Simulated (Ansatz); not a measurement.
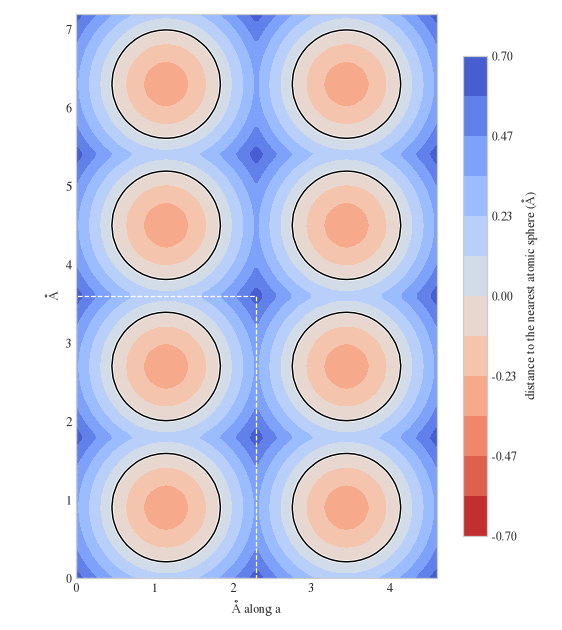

Map of the distance to the nearest atomic sphere in Be (P6_3/mmc, No. 194), computed on the section y = 0.000 (parallel to a and c; the dashed line is one cell). The black line marks the spheres' surfaces; positive values are empty space; unlabelled circles belong to atoms above or below the section.

Atoms are hard spheres with covalent radii (Cordero): Be 0.96 Å.

The cell is taken from a calculation's input that goes back to an entry of the Crystallography Open Database (an earlier step may have relaxed or displaced it).

```cif
data_structure
_symmetry_space_group_name_H-M 'P 1'
_symmetry_Int_Tables_number 1
_cell_length_a 2.2995
_cell_length_b 2.2995
_cell_length_c 3.6009
_cell_angle_alpha 90.000
_cell_angle_beta 90.000
_cell_angle_gamma 120.000
_cell_volume 16.49
loop_
_atom_site_label
_atom_site_type_symbol
_atom_site_fract_x
_atom_site_fract_y
_atom_site_fract_z
_atom_site_occupancy
Be1 Be 0.33333 0.66667 0.25000 1
Be2 Be 0.66667 0.33333 0.75000 1
```

Where is the largest hole in this section, and how large is it?

Answer. At 0.000, 0.000, 0.000 (fractional), where the distance reaches 0.64 Å; it is enclosed by 6 Be in an octahedral arrangement. It is the largest hole of the crystal.

How much of the crystal lies outside the spheres?

Answer. About 55 % of the cell's volume, and 64 % of this section's area.

What can pass through?

Answer. The largest sphere that fits anywhere has a diameter of 1.29 Å; the largest that can travel through the crystal, about 0.7 Å.
